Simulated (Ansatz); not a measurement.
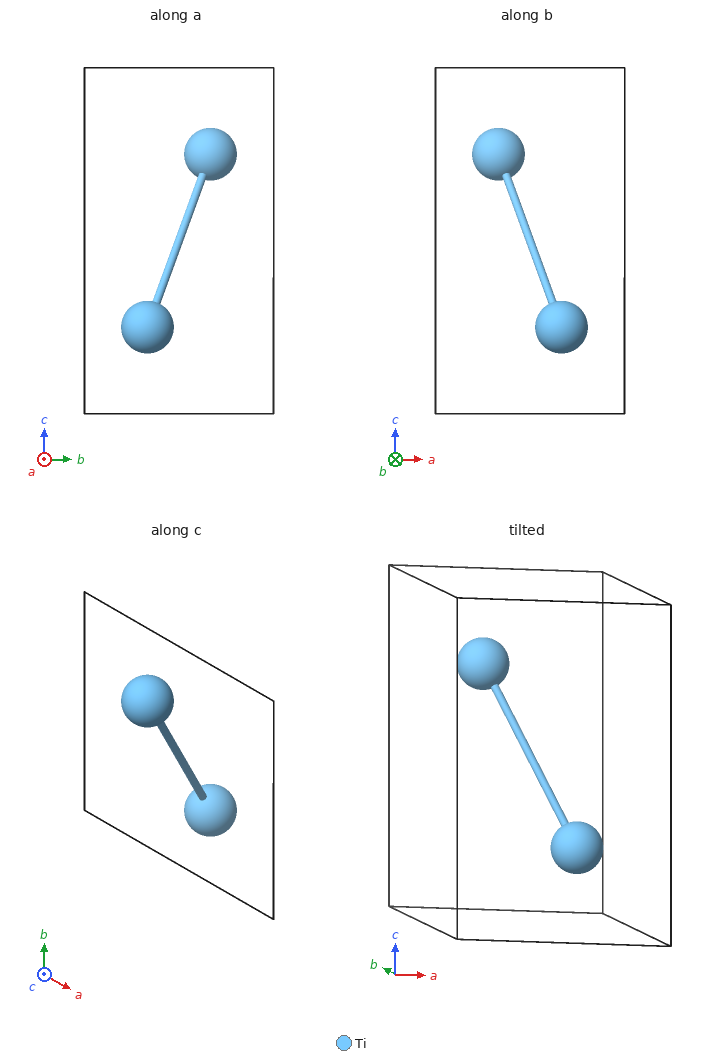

Drawn in the ball-and-stick manner and seen along the a axis, along the b axis, along the c axis and slightly off an axis. The parallelepiped is the conventional unit cell.

Lattice parameters: a = 2.9272 Å, b = 2.9272 Å, c = 4.6371 Å, α = 90.000°, β = 90.000°, γ = 120.000°.

From the views, write a CIF with its space group and independent sites.

```cif
data_structure
_symmetry_space_group_name_H-M 'P 63/m m c'
_symmetry_Int_Tables_number 194
_cell_length_a 2.9272
_cell_length_b 2.9272
_cell_length_c 4.6371
_cell_angle_alpha 90.000
_cell_angle_beta 90.000
_cell_angle_gamma 120.000
_cell_volume 34.41
loop_
_atom_site_label
_atom_site_type_symbol
_atom_site_symmetry_multiplicity
_atom_site_Wyckoff_symbol
_atom_site_fract_x
_atom_site_fract_y
_atom_site_fract_z
_atom_site_occupancy
Ti1 Ti 2 d 0.3333 0.6667 0.7500 1
```

Its origin is a structure type filled with this element by a generator (whether the element takes this form wasn't checked). Earlier steps of the study may have refined or changed the cell and positions. Ansatz was used for an electronic-structure calculation on it.

At this level of theory the cell isn't at rest (compressed, at 5 GPa), so its distances can differ from those at equilibrium, the more so the softer the solid.
